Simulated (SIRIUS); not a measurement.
**As: 7 runs along one coordinate**

System: As (R-3m, 2 atoms in the cell).
Method: Kohn-Sham DFT of a periodic cell, PBEsol, dojo-sr-pbesol-0.4.1-standard, no spin polarisation (SIRIUS 7.12.0).

The 7 runs differ only in the geometry, by an even scaling of the cell at fixed fractional positions. The structure derives from an entry of the Crystallography Open Database.

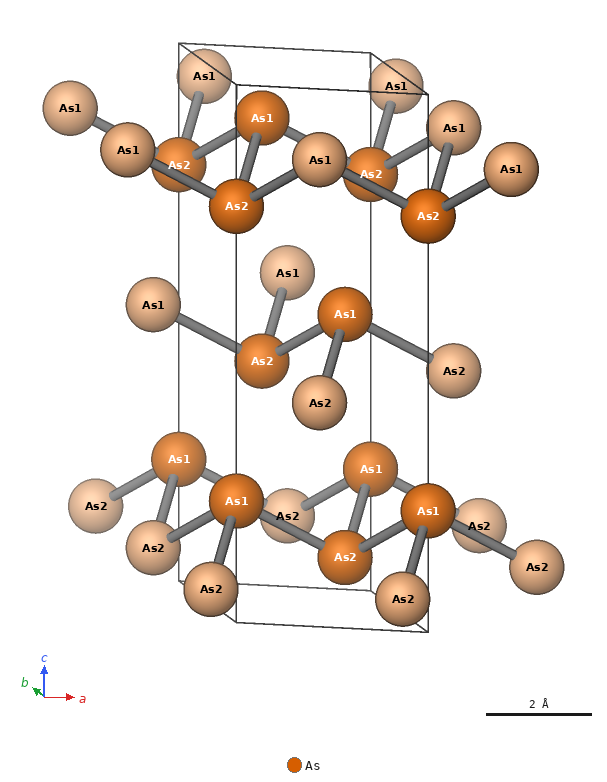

Figure 1. The structure of run 4 (ball-and-stick view of the cell 3 times as large as that of the calculation, set on its symmetry axes, seen slightly off an axis; neighbours outside the cell are drawn fainter; atoms are numbered from 1 in the order of the input). An atom can appear more than once, as a periodic image.

## Input of run 4
```
{
  "control": {
    "processing_unit": "cpu",
    "verbosity": 2,
    "num_bands_to_print": 23,
    "print_forces": true,
    "print_stress": true
  },
  "parameters": {
    "electronic_structure_method": "pseudopotential",
    "xc_functionals": ["XC_GGA_X_PBE_SOL", "XC_GGA_C_PBE_SOL"],
    "gk_cutoff": 9.2,
    "pw_cutoff": 18.4,
    "ngridk": [9, 9, 9],
    "shiftk": [0, 0, 0],
    "smearing": "fermi_dirac",
    "smearing_width": 0.0018374661,
    "num_bands": 23,
    "num_mag_dims": 0,
    "num_dft_iter": 100,
    "energy_tol": 1e-08,
    "density_tol": 1e-06
  },
  "iterative_solver": {
    "type": "davidson",
    "min_tolerance": 1e-10
  },
  "mixer": {
    "type": "anderson",
    "beta": 0.7,
    "max_history": 8
  },
  "settings": {
    "tol_ne": 1e-10,
    "pseudo_grid_cutoff": 6.5
  },
  "unit_cell": {
    "lattice_vectors": [
      [3.554191034589, 2.052013150466, 6.640614754561],
      [-3.554191034589, 2.052013150466, 6.640614754561],
      [0.0, -4.104026301121, 6.640614754561]
    ],
    "atom_coordinate_units": "lattice",
    "atom_types": ["As"],
    "atom_files": {
      "As": "As.json"
    },
    "atoms": {
      "As": [
        [0.226, 0.226, 0.226],
        [0.774, 0.774, 0.774]
      ]
    }
  }
}
```

Command:
```bash
upf_to_json As.upf
OMP_NUM_THREADS=4 sirius.scf --input=sirius.json --output=out.json --task=0
```

Lattice vectors (Å) and fractional positions of run 4:
```
   1.880797    1.085879    3.514062
  -1.880797    1.085879    3.514062
   0.000000   -2.171757    3.514062
As  0.226000  0.226000  0.226000
As  0.774000  0.774000  0.774000
```

Run 6 differs from it as follows:
```diff
-      [3.554191034589, 2.052013150466, 6.640614754561],
-      [-3.554191034589, 2.052013150466, 6.640614754561],
-      [0.0, -4.104026301121, 6.640614754561]
+      [3.600962069679, 2.079016420081, 6.728001285665],
+      [-3.600962069679, 2.079016420081, 6.728001285665],
+      [0.0, -4.15803284054, 6.728001285665]
```

## Results, with one run withheld

| run | volume per atom (Å³) | free energy per atom, from the lowest run given (meV) | pressure (GPa) |
| --- | --- | --- | --- |
| 1 | 20.239 | 23.77 | 5.83 |
| 2 | 20.669 | 10.85 | 3.81 |
| 3 | 21.100 | 3.10 | 1.98 |
| 4 | 21.530 | 0.00 | 0.34 |
| 5 | 21.961 | 1.11 | −1.15 |
| 6 | 22.392 | ? | ? |
| 7 | 22.822 | 14.33 | −3.69 |

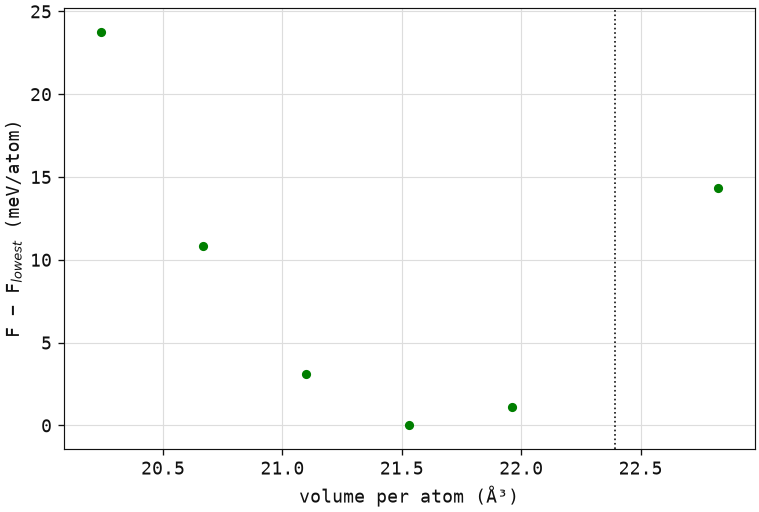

Figure 2. Free energy per atom of the runs given; the dotted line marks run 6.

Fit the runs given and predict run 6.

A cubic polynomial in V^(−2/3) (the Birch–Murnaghan form), fitted to the 6 runs given, misses them by at most 0.01 meV per atom. With x = V^(−2/3) − 0.12990 Å⁻², it reads F = 0.70305 + 1502.7 x + 7.0339e+05 x² + 5.0964e+05 x³ (meV per atom). At run 6 it gives 6.02 meV per atom, and the run itself gives 6.01. The slope of the fit gives a pressure −dF/dV of −2.48 GPa there, and the run prints −2.49 GPa. The fit has its minimum at 21.626 Å³ per atom, where V d²F/dV² gives 76.7 GPa. Cell shape and fractional positions are held, so this is the stiffness under even scaling; the relaxed bulk modulus wasn't computed.

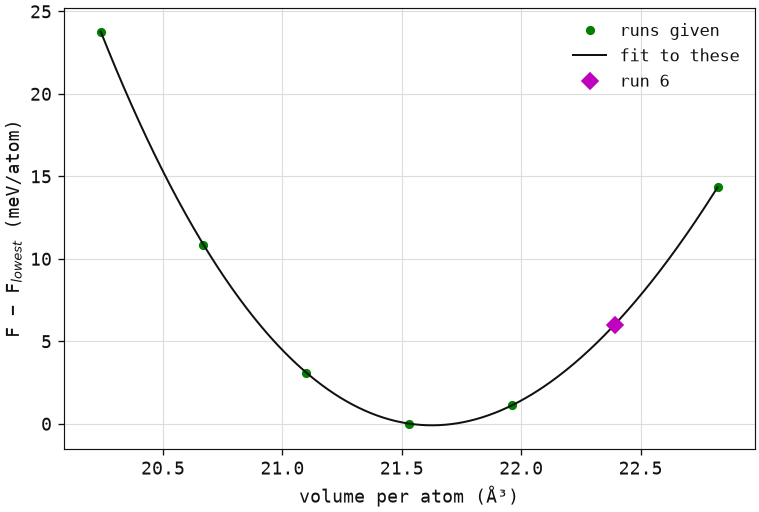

Figure 3. The fit and the withheld run.

## Some lines of the output (run 6)
```
[...]
[find] Efermi                         :       0.37495580
[find] Total energy                   :    -211.86486632 (Ha),    -423.72973263 (Ry)
[find] Free energy (E-TS)             :    -211.86491888 (Ha),    -423.72983777 (Ry)
[find] Efermi                         :       0.37495794
[find] Total energy                   :    -211.86486635 (Ha),    -423.72973270 (Ry)
[find] Free energy (E-TS)             :    -211.86491892 (Ha),    -423.72983783 (Ry)
[find] Efermi                         :       0.37495772
[find] Total energy                   :    -211.86486636 (Ha),    -423.72973272 (Ry)
[find] Free energy (E-TS)             :    -211.86491893 (Ha),    -423.72983785 (Ry)
[find] Efermi                         :       0.37495755
[find] Total energy                   :    -211.86486636 (Ha),    -423.72973273 (Ry)
[find] Free energy (E-TS)             :    -211.86491893 (Ha),    -423.72983786 (Ry)
[find] Efermi                         :       0.37495763
[find] Efermi                         :       0.37495758
```
